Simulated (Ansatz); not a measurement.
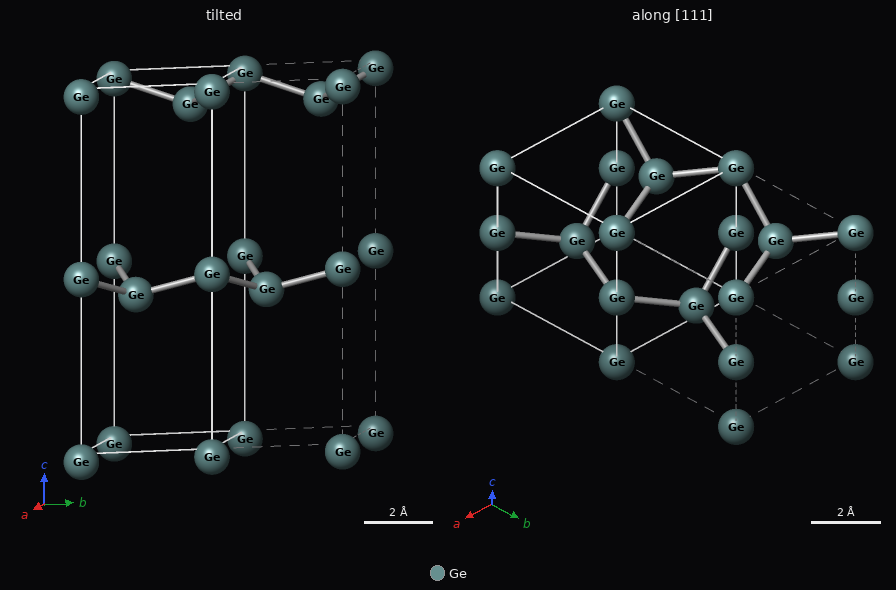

View slightly off an axis and along [111], drawn as a ball-and-stick model. The solid box is one conventional unit cell, and 1×2×1 cells are shown. Cell: a = 4.050 Å, b = 4.050 Å, c = 10.993 Å, α = 90.00°, β = 90.00°, γ = 120.00°.

Give a description of the structure.

The element is germanium. Its lattice is primitive hexagonal, its space group P6_3mc (No. 186). The cell holds four atoms. The Ge atoms are each bonded to three Ge in a trigonal pyramidal arrangement at about 2.4 Å. The bonds build Ge layers parallel to (001).

Its origin is a structure listed in the Materials Project. Earlier steps of the study, as a rule a relaxation of our own, may have changed the cell and positions, so they can lie some per cent off the listed ones. It was the input of a calculation with Ansatz.
